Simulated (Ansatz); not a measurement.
## Si: molecular dynamics (part 3 of 3)

Continued. System: Si (defect cell, 17 atoms in the cell). Method: DFT PBEsol, scalar-relativistic, plane waves, PAW, PAW set soft_1, no spin polarisation (Ansatz 0.2.0); cutoff 420 eV, 2×2×2 k-mesh, Fermi–Dirac smearing of 0.05 eV. It belongs to a series of runs on one base structure; here: dynamics from the start.

Geometry of the input (Å; fractional positions):
```
0.0000  5.4300  5.4300
5.4300  0.0000  5.4300
5.4300  5.4300  0.0000
Si 0.0059  -0.0394  0.0172
Si 0.1166  0.1234  0.1371
Si -0.0333  0.0112  0.5112
Si 0.1168  0.1232  0.6232
Si 0.0065  0.5165  0.0164
Si 0.1975  0.6009  0.1009
Si 0.0060  0.5172  0.4606
Si 0.1166  0.6372  0.6234
Si 0.4892  0.0021  0.0068
Si 0.6316  0.1066  0.1310
Si 0.4894  0.0022  0.5022
Si 0.5935  0.1357  0.6356
Si 0.5798  0.4737  -0.0264
Si 0.6322  0.6310  0.1310
Si 0.4892  0.5069  0.5021
Si 0.6317  0.6311  0.6065
Si -0.0076  0.3356  0.8357
```

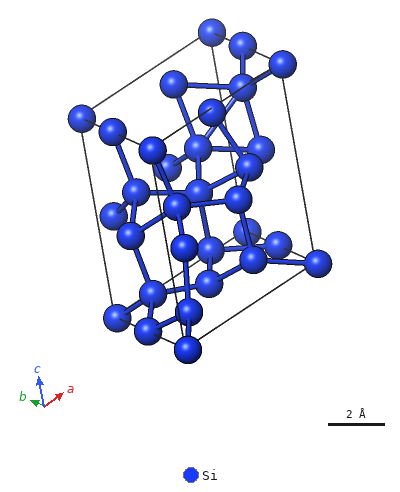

**Figure 1.** The geometry at step 114 of the log (ball-and-stick view of the cell of the calculation, seen slightly off an axis).

## Output, continued
```
  k-point 0: bands = ["-5.7867", "-3.2559", "-3.1439", "-2.9659", "-2.8311", "-2.3339", "-1.5069", "-1.2977", "-1.1189", "-1.0374", "-0.9347", "-0.8757", "-0.2886", "-0.0980", "0.0588", "3.0558", "3.3036", "3.5051", "3.8430", "4.0972", "4.1331", "4.2112", "4.9677", "4.9991", "5.2942", "5.4236", "5.5177", "5.5984", "5.7494", "6.0716", "6.2322", "6.2843", "6.4879", "6.7668", "6.9331", "7.1162", "7.3877", "7.4519", "7.6528", "7.8840", "7.9659", "8.1013", "8.4603", "8.5995", "8.7533", "9.0032", "9.1437", "9.5454", "9.7258", "9.7976", "9.8272"]
  k-point 1: bands = ["-5.2694", "-4.6084", "-3.1008", "-3.0290", "-2.6797", "-2.4748", "-2.2195", "-2.1304", "-0.5461", "-0.2277", "0.0201", "0.2329", "0.7387", "0.8860", "1.5047", "2.2835", "2.3022", "2.6129", "2.7245", "3.1648", "3.1911", "3.3855", "3.9831", "4.2784", "4.5092", "4.7943", "4.9880", "5.0773", "5.5878", "5.7194", "5.8321", "6.2276", "6.3533", "6.8964", "7.0867", "7.5386", "7.6988", "7.9581", "8.3527", "8.4513", "9.0319", "9.4630", "9.7281", "9.9659", "10.0105", "10.1458", "10.3008", "10.6318", "10.6889", "10.8227", "11.0853"]
  k-point 2: bands = ["-5.3899", "-4.2958", "-3.1382", "-2.9815", "-2.8289", "-2.5991", "-2.3889", "-2.1408", "-0.4114", "-0.1519", "0.1242", "0.2828", "0.5850", "0.9375", "1.7632", "2.2459", "2.5155", "2.6082", "2.6916", "2.9770", "3.2267", "3.3363", "3.8001", "4.1214", "4.6677", "4.8387", "5.0053", "5.0466", "5.2007", "5.7144", "5.9464", "6.0208", "6.4093", "6.9542", "7.2430", "7.6389", "7.6868", "8.0470", "8.3083", "8.4167", "9.1943", "9.5010", "9.5742", "9.7766", "9.9443", "10.3169", "10.3861", "10.5194", "10.6707", "10.8192", "11.1809"]
  k-point 7: bands = ["-5.3201", "-4.5136", "-3.1381", "-3.0577", "-2.6708", "-2.3878", "-2.3170", "-2.0106", "-0.6524", "-0.4055", "0.0215", "0.2375", "0.6355", "0.7182", "1.8207", "2.4403", "2.5338", "2.7249", "2.9424", "3.0163", "3.2239", "3.4181", "3.8772", "4.2140", "4.4480", "4.5875", "4.7603", "5.2364", "5.7495", "5.8522", "5.9661", "6.0959", "6.2452", "6.6852", "7.0339", "7.2799", "7.8591", "8.0206", "8.1995", "8.4820", "8.9340", "9.1211", "9.4710", "9.5572", "9.8955", "10.1756", "10.6006", "10.8469", "11.0661", "11.2248", "11.3486"]
--- MD trajectory: 190 steps, t = 0.0 → 380.0 fs ---
  final state: T = 705.0 K   F+E_penalty+E_count = -10559.01486530 eV   E_kin = 1.457989 eV
  conserved energy: peak-to-peak 7.579e-3 eV (4.458e-4 eV/atom) over 380.0 fs
```

## Trajectory as extended XYZ (Å, eV, eV/Å), 6 of the 191 frames kept, from step=0 to step=190
```
17
Lattice="0.0000 5.4300 5.4300 5.4300 0.0000 5.4300 5.4300 5.4300 0.0000" Properties=species:S:1:pos:R:3:forces:R:3 step=0 time_fs=0.0 energy=-10561.39406 temperature=900.0
Si   -0.1206    0.1252   -0.1817    0.0063  -0.0109  -0.0048
Si    1.4146    1.3776    1.3032   -0.0083   0.0035   0.0031
Si    2.8367    2.5952   -0.1196   -0.0215   0.0232   0.0235
Si    4.0529    4.0182    1.3036   -0.0015   0.0026   0.0020
Si    2.8935    0.1245    2.8401    0.0121  -0.0105  -0.0111
Si    3.8109    1.6205    4.3357   -0.0149   0.0169   0.0171
Si    5.3094    2.5337    2.8407    0.0063  -0.0057  -0.0115
Si    6.8446    4.0178    4.0927   -0.0084   0.0038   0.0038
Si    0.0486    2.6933    2.6680    0.0054  -0.0261  -0.0048
Si    1.2905    4.1413    4.0087    0.0143  -0.0132   0.0090
Si    2.7386    5.3841    2.6692    0.0280  -0.0056  -0.0055
Si    4.1885    6.6743    3.9596   -0.0259   0.0227   0.0222
Si    2.4285    3.0046    5.7200    0.0201  -0.0242  -0.0248
Si    4.1374    4.1437    6.8589   -0.0100  -0.0157  -0.0155
Si    5.4787    5.3827    5.4085    0.0053  -0.0048  -0.0258
Si    6.7202    6.7236    6.8568    0.0146   0.0091  -0.0133
Si    6.3600    4.4966    1.7811   -0.0218   0.0348   0.0365
17
Lattice="0.0000 5.4300 5.4300 5.4300 0.0000 5.4300 5.4300 5.4300 0.0000" Properties=species:S:1:pos:R:3:forces:R:3 step=38 time_fs=76.0 energy=-10560.22808 temperature=435.1
Si    0.0963    0.0838   -0.0298   -0.6372  -0.2596   0.5324
Si    1.7260    1.6040    1.4559   -0.1969  -0.3581  -0.3858
Si    2.6760    2.4074   -0.4903    0.7833   0.0946   0.4577
Si    3.8598    3.8772    1.0931   -0.1183   0.6090  -0.6807
Si    2.8974    0.2134    3.0797    0.2123   0.1537   0.1406
Si    4.1789    1.7911    4.4400   -0.1929  -0.9709   0.3041
Si    5.2115    2.9788    2.7827    0.4676   0.4363   0.1935
Si    6.7867    4.1849    4.3109   -0.1450  -0.0740  -0.4909
Si   -0.0325    2.7137    2.4791   -0.0443  -0.6879   0.4699
Si    1.2049    3.9122    4.0496   -0.2477  -0.2165   0.8755
Si    2.4491    5.0816    2.6002    0.9960   0.7596  -0.9118
Si    4.1844    6.3817    3.6157   -0.4476   0.7340   0.5960
Si    2.4743    2.7506    5.7106   -0.0280   0.0410   0.0343
Si    4.0120    4.2350    6.8901   -0.4300  -0.1635   0.0253
Si    5.3339    5.5404    5.5425    0.1624   0.2628  -0.2814
Si    6.5201    6.8201    7.1535    0.6446  -0.4005  -0.7432
Si    6.8542    4.4808    1.6621   -0.7782   0.0401  -0.1355
17
Lattice="0.0000 5.4300 5.4300 5.4300 0.0000 5.4300 5.4300 5.4300 0.0000" Properties=species:S:1:pos:R:3:forces:R:3 step=76 time_fs=152.0 energy=-10560.45662 temperature=755.7
Si    0.0062   -0.0536    0.0000   -0.0431   0.1710   0.5492
Si    1.5709    1.4573    1.3842   -0.1878  -0.1157   0.0344
Si    2.6314    2.7276   -0.2444    0.4267  -1.1328  -0.2451
Si    3.8420    4.0490    1.1776    0.1008   0.5462  -0.3013
Si    2.9370    0.1258    3.0781    0.2795   0.2725  -0.3697
Si    4.3591    1.5742    4.2385   -0.8356  -0.0457   0.5124
Si    5.1805    2.9703    2.6939    1.5221   0.3744   0.0660
Si    6.7552    4.3172    4.2456   -0.8506  -0.3188  -0.6198
Si    0.0239    2.6018    2.6833   -0.1199  -0.4423   0.8952
Si    1.3306    4.0165    4.1058   -0.4246  -1.6104   0.7323
Si    2.4087    5.1748    2.5857    0.5396   1.9394  -0.8499
Si    3.8757    6.5642    3.8392    0.3333   0.6534   0.3246
Si    2.7769    2.7049    5.5403   -1.0819  -0.0161   0.4601
Si    4.0898    4.0614    6.9946   -0.2343   0.1006  -0.2188
Si    5.1709    5.4507    5.5084    0.2923   0.8760   0.0343
Si    6.5241    6.8757    6.9286    0.6441  -0.3593  -0.7829
Si    6.9501    4.4386    1.5863   -0.3605  -0.8924  -0.2208
17
Lattice="0.0000 5.4300 5.4300 5.4300 0.0000 5.4300 5.4300 5.4300 0.0000" Properties=species:S:1:pos:R:3:forces:R:3 step=114 time_fs=228.0 energy=-10560.32441 temperature=881.3
Si   -0.1499    0.0045   -0.0571    0.4600  -0.2254   0.1406
Si    1.2584    1.2689    1.3615   -0.3674   0.5354   0.5242
Si    2.3628    3.0821    0.4293    0.5445  -0.7556  -0.9763
Si    3.9903    4.2761    1.5423    0.1729  -0.2231   0.1277
Si    2.7637   -0.0020    2.6438    0.3123  -0.7751  -0.0631
Si    4.0168    1.3209    4.0257    0.3435   0.2459  -0.7263
Si    5.3420    2.5836    2.5667    0.1844   0.4409   0.7997
Si    6.7583    4.1165    4.0514   -0.5260  -0.2307  -0.6888
Si    0.0926    2.4796    3.0402   -0.2803   0.8359   0.0031
Si    1.4479    4.2497    4.0168   -0.1722  -1.4207   0.4195
Si    2.6710    5.7276    2.7632    0.1052   0.6537   0.2321
Si    3.7704    7.0322    4.4697    0.2782  -0.1431  -0.6831
Si    3.0102    2.7807    5.3996   -1.7216   0.8085   0.4540
Si    4.3647    3.9283    6.9318   -0.3182   0.3655   0.3647
Si    5.2398    5.3581    5.2901    0.3196   0.6658   0.7433
Si    6.7793    6.7850    6.5390    0.0720  -0.1987  -0.2807
Si    6.7148    4.0649    1.3316    0.5931  -0.5792  -0.3905
17
Lattice="0.0000 5.4300 5.4300 5.4300 0.0000 5.4300 5.4300 5.4300 0.0000" Properties=species:S:1:pos:R:3:forces:R:3 step=152 time_fs=304.0 energy=-10559.96489 temperature=938.1
Si   -0.1632    0.2223    0.1028   -0.0580  -0.0922  -0.4878
Si    1.0768    1.5217    1.6555   -0.1657   0.8760  -1.0917
Si    2.5425    2.9443    0.3633    0.0989   0.2033   0.8766
Si    4.0495    4.3060    1.7016   -0.0242  -0.6319  -0.0580
Si    2.2729   -0.2240    2.4207    1.2350  -1.3096   0.0721
Si    3.7731    1.0216    3.8534    1.3660  -0.7498  -0.7485
Si    5.5752    2.3063    2.7547   -1.0850   0.7180   0.7963
Si    6.6718    3.9820    4.1484    0.3584  -0.9204  -0.9818
Si   -0.1819    2.9755    2.9805    0.3004   0.4646  -0.4022
Si    1.4666    4.3651    3.9912   -0.4459  -0.3468   0.7977
Si    2.8758    5.9790    3.0185    0.8306  -0.8604   0.6356
Si    4.1961    7.1857    4.6815   -0.3773   0.4999  -1.1121
Si    3.0609    2.6171    5.1845   -0.9973   1.3394   0.3288
Si    4.1217    4.0965    6.5908    0.0292   0.4787   1.1970
Si    5.5673    5.5095    5.3664   -0.0533  -0.0489   1.3117
Si    7.1529    6.7224    6.6780   -0.5263  -0.2594  -0.7937
Si    6.3751    3.5256    0.8541   -0.4855   0.6395  -0.3398
17
Lattice="0.0000 5.4300 5.4300 5.4300 0.0000 5.4300 5.4300 5.4300 0.0000" Properties=species:S:1:pos:R:3:forces:R:3 step=190 time_fs=380.0 energy=-10559.01486 temperature=705.0
Si   -0.3740    0.2660    0.2876    0.2605   0.2376  -0.6713
Si    1.2255    1.6558    1.4734   -0.4816   0.6855  -0.4631
Si    2.9274    2.7085    0.1506   -0.1675  -0.0361   0.4511
Si    3.9932    4.1191    1.8188   -0.2484  -0.0987  -1.0445
Si    1.9062   -0.3069    2.4097    1.5985  -0.8436   0.1521
Si    3.9828    0.7968    3.5451   -0.4682   0.1238   1.0212
Si    5.3145    2.6353    3.0006    0.5094  -0.8396   0.1190
Si    6.7056    3.8634    4.3988    0.1224   0.6297  -0.4151
Si    0.0681    3.4237    2.6763   -0.3347  -0.4754  -0.2626
Si    1.3806    4.6046    4.3131   -0.9431  -0.4511   0.0812
Si    3.2028    5.5923    3.4011   -0.4959   0.5546  -0.8379
Si    4.6541    7.1820    4.2235   -0.0786   0.6903   0.3052
Si    2.7578    2.6724    4.9496    0.5523  -0.3422   0.3477
Si    3.8470    4.2546    6.4150    0.0519  -0.0657   0.8305
Si    5.6811    5.5837    5.6207    0.1552   0.1699   0.6944
Si    7.2761    6.9169    7.1020   -0.5202  -0.3980  -0.2986
Si    5.8843    3.0885    0.5598    0.4881   0.4590  -0.0092
```

## Summary

```json
{"quantity": "outcome", "value": "finished"}
{"quantity": "mean temperature over the second half", "value": "817 K"}
{"quantity": "trajectory", "value": "190 steps, 380 fs"}
{"quantity": "ensemble", "value": "nvt_nose_hoover"}
{"quantity": "temperature in the input", "value": "900.0 K"}
{"quantity": "time step", "value": "2 fs"}
{"quantity": "electrons treated", "value": "68"}
{"quantity": "potential energy (free energy of the electrons) (last step)", "value": "−10559.0149 eV"}
{"quantity": "Fermi energy (last step)", "value": "7.018 eV"}
{"quantity": "largest force (length of the vector) (last step)", "value": "1.814 eV/Å"}
{"quantity": "hardware", "value": "1 thread of Arm Neoverse V1, 24 GiB of memory available, shared host"}
{"quantity": "wall time", "value": "17 min"}
{"quantity": "peak memory", "value": "0.54 GiB"}
```

## Notes

The program warns: the PAW datasets were made with another functional. The k-point mesh is coarse for a cell of this size, so the results may not be converged. So short a trajectory is not equilibrated.
